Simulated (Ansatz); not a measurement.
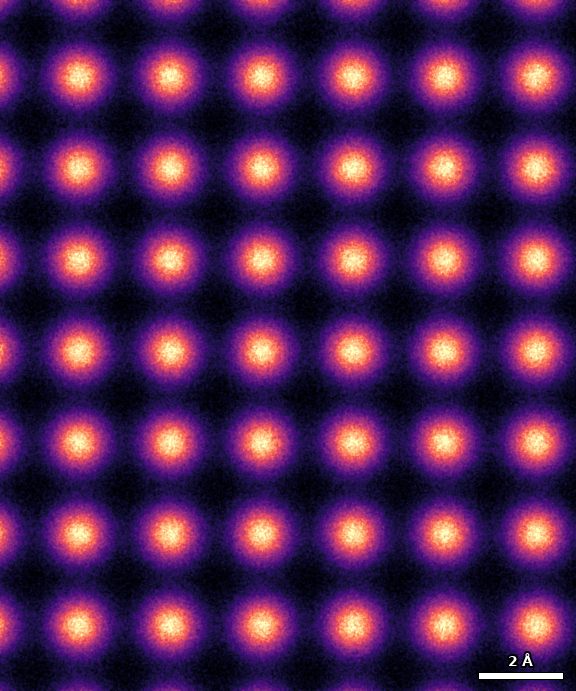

Integrated-DPC-like image of a crystal. Simulated as the projected potential of neutral atoms (B = 0.3 Å²) blurred by a 0.84 Å probe, the thin-sample limit of integrated differential phase contrast. Shot noise was added.

What two-dimensional lattice does the image show, and how large is its cell?

Answer. The pattern repeats on a square net with a repeat of 2.2 Å.

Which plane group does this projection have?

Answer. p4mm: fourfold points with mirror lines through them along the axes and the diagonals.

How many columns does the smallest repeating cell hold, and how many levels of brightness?

Answer. 1 column in the primitive cell of 4.9 Å², all of one brightness.

The crystal is Co (Pm-3m, No. 221) seen along [001]. Atomic positions: the end point of a relaxation with Ansatz, DFT, LDA (PW92), plane waves (420 eV) with PAW, scalar-relativistic; the starting structure was generated, so it need not be a known form of this composition.
